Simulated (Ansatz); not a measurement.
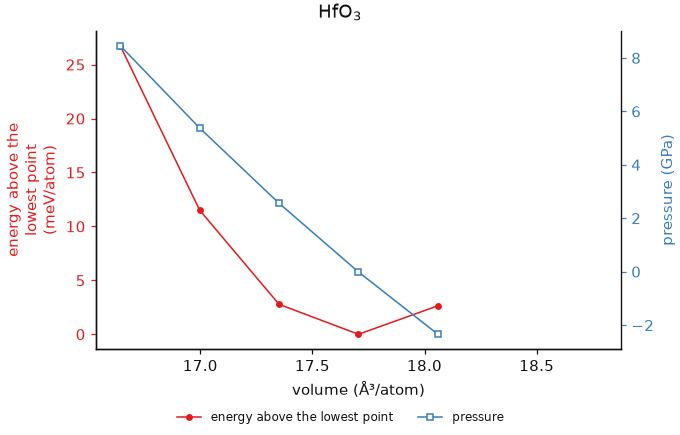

The plot gives the computed energy above the lowest point and pressure against volume for HfO₃, space group Pm-3m (No. 221) (one of a set of cubic test structures, which need not be the stable phase).

Computed with Ansatz 0.2.0 development build: equation of state of a cubic crystal from periodic Kohn-Sham density functional theory without spin, third-order Birch-Murnaghan fit to the free energies; pressure corrected for the finite basis. Level: PBE.

```csv
setting,value
structure type,ReO3
atoms in cell,4
space group number,221
lattice centring,simple cubic
k mesh,26×26×26
occupation method,Fermi–Dirac
occupation width,0.06123 eV
wave cutoff,420 eV
datasets,soft-1 PAW
density tolerance,1e-07 eV
bands,26
density cutoff ratio,4
search for lower states,default
```

The points at volume 18.41 Å³/atom and 18.77 Å³/atom are left out of the plot. What values does the calculation give there?

```
volume (Å³/atom)  energy above the lowest point (meV/atom)  pressure (GPa)
           18.41                                      10.2            -4.5
           18.77                                      22.2            -6.4
```

Keep in mind: cubic model structure, not the ambient form; no spin polarisation, a magnetic state may lie lower.
